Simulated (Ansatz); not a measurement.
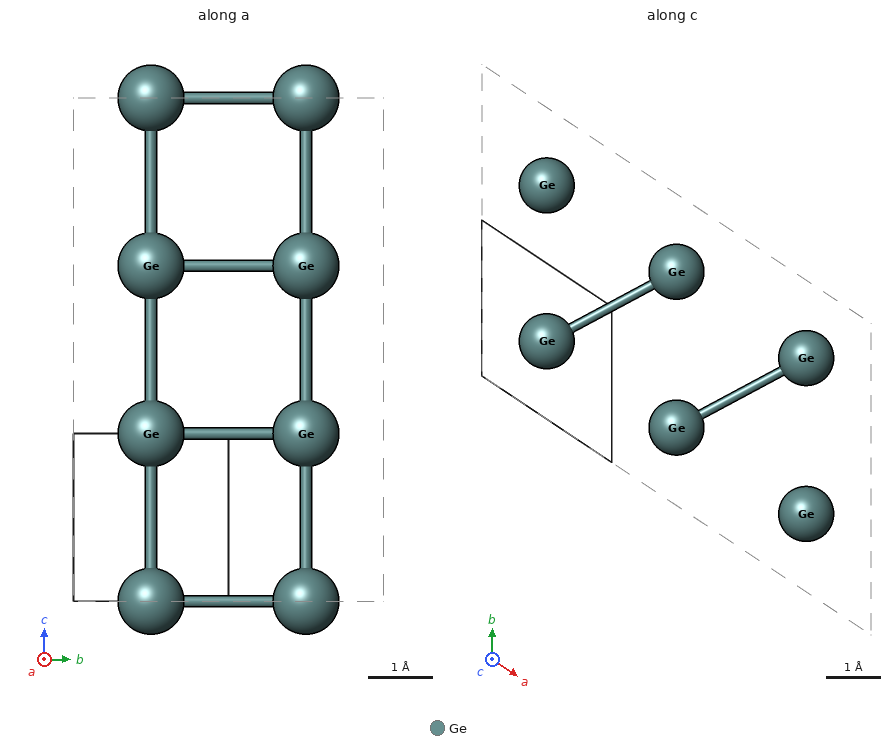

Ball-and-stick drawing of the structure, looking along the a axis and along the c axis. The solid frame is a single simulation cell within a 3×2×3 block.

Input used:
```yaml
crystal:
  lattice:
    - [1.3867709386, -2.5887460365, 0.0]
    - [1.3867709386, 2.5887460365, 0.0]
    - [0.0, 0.0, 2.6462165275]
  atoms:
    - { symbol: Ge, position: [0.5, 0.5, 0.0] }
basis:
  ecutwfc: 500
kpoints:
  mp_grid: { grid: [24, 24, 22] }
hamiltonian:
  xc: r2scan
scf:
  occupations: { method: gaussian, width: 0.15 }
output:
  forces: true
  stress: true
  eigenvalues: true
```
Run as:
```sh
ansatz run input.yaml --threads 1 --pin off --max-ram 2560MiB --backend cpu --events-out ev --progress --plain --runs-dir out
```

The numbers come from Ansatz, DFT r2SCAN, scalar-relativistic, plane waves, PAW, using E_cut = 500 eV, 24×24×22 k-points, Gaussian smearing of 0.15 eV, no spin polarisation.

Question: Classify it as metallic or gapped, with the value.

Answer: A metal: bands cross the Fermi level.

Question: How far is the cell from zero pressure?

Answer: The computed pressure is -1.0 GPa (stretched: it would shrink). The stress isn't hydrostatic: its largest component is 2.8 GPa.

Starting structure: a structure listed in the Materials Project. The cell was then strained or its atoms displaced on purpose. It went into a calculation with Ansatz.
